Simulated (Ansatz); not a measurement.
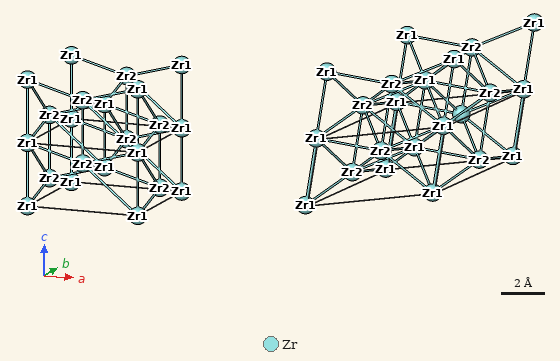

Two geometries of solid Zr (a generated structure, set up in I4_1/amd), drawn at one scale. One is the start of a relaxation, the other its converged end. A ball-and-stick model of the conventional cell (2 times the calculation's cell), repeated 1 × 1 × 2 with one cell outlined, seen from a free direction. Lengths and directions refer to the drawn axes.

Level of theory: DFT, m-r2SCAN, plane waves (500 eV) with PAW, scalar-relativistic in Ansatz 0.2.0. Set-up: plane-wave cutoff 500 eV; k-point mesh 12 × 12 × 8; occupations fermi dirac; smearing width 0.05 eV; collinear spin; cell and atoms relaxed; force threshold 0.01 eV/Å; at most 60 steps.

Question: Which one is relaxed?

Answer: The right one is the relaxed one. Phase: beta-Sn type. The largest moves relative to the cell, 0.23 Å, are those of Zr1 and Zr2. Zr2 goes along [1 −1 0]. The volume changes by −3.8 %, with a = b 5.637 → 6.092 Å (+8.1 %), c 3.078 → 3.245 Å (+5.4 %), α 90.0° → 74.6°, β 90.0° → 74.6°, γ 90.0° → 54.9°. Near-neighbour distances that change, for instance: Zr1–Zr1 4.272 → 3.245 Å, Zr1–Zr2 3.643 → 3.187 Å, Zr1–Zr2 (another image) 2.921 → 3.187 Å, Zr1–Zr1 (another image) 3.078 → 3.245 Å. New bonds form: Zr1–Zr1 (4.27 → 3.24 Å), Zr2–Zr2 (4.27 → 3.24 Å). The space group (tolerance 0.01 Å) goes from I4_1/amd (No. 141) to P6_3/mmc (No. 194). The energy falls by 528 meV per atom in 18 accepted moves (21 points after the start). The largest force component goes from 0.00034 to under 0.0001 eV/Å. Pressure: −3.25 GPa at the start and 0.00 GPa at the end. The SCF was repeated 3 times at an unchanged geometry on a basis and grid sized afresh for the cell, which shifted the energy by 14.0 meV per atom at most. The program noted that the starting moments weren't kept.
